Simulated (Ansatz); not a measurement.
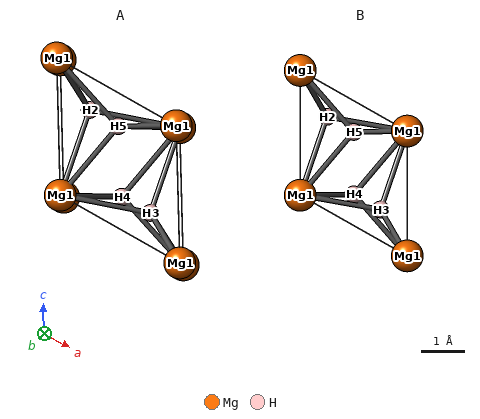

Two geometries of solid MgH₄ (set up in I4/mmm) (coarse preliminary run), drawn at one scale. One is the start of a relaxation, the other its converged end. The picture is a ball-and-stick view of the cell of the calculation, seen along the b axis.

All numbers below come from DFT PBE, scalar-relativistic, plane waves, PAW in Ansatz 0.2.0. Set-up: plane-wave cutoff 420 eV; k-point mesh 8 × 8 × 8; occupations gaussian; smearing width 0.1 eV; no spin polarisation; cell and atoms relaxed; force threshold 0.0325 eV/Å; at most 70 steps.

Which geometry has the lower energy?

Answer. Structure A is the relaxed one. Case: 4 H put on empty site 2 of 1 host cells, relaxed. Over 5 accepted moves (7 points after the start) the energy falls by 128 meV per atom. Largest force component: 0.45 eV/Å at the start, 0.0052 eV/Å at the end. Pressure: 32.71 GPa at the start and −0.01 GPa at the end. The SCF was repeated twice at an unchanged geometry on a basis and grid sized afresh for the cell, which shifted the energy by 5.8 meV per atom at most. The largest moves relative to the cell, 0.013 Å, are those of H2, H3, H4 and H5. H4 goes along [0 −1 −1]. Mg stays in place. The volume changes by +35.1 %, with a = b = c 3.101 → 3.429 Å (+10.6 %), α 108.7° → 110.3°, β 108.7° → 110.3°, γ 111.0° → 107.8°. Among the contacts that change: Mg1–H2 1.976 → 2.239 Å, Mg1–H2 (another image) 2.021 → 2.197 Å. The space group stays I4/mmm (No. 139). Cost: 6.2 s on 2 threads of Arm Neoverse V1, on a shared host, peak memory 0.3 GiB.
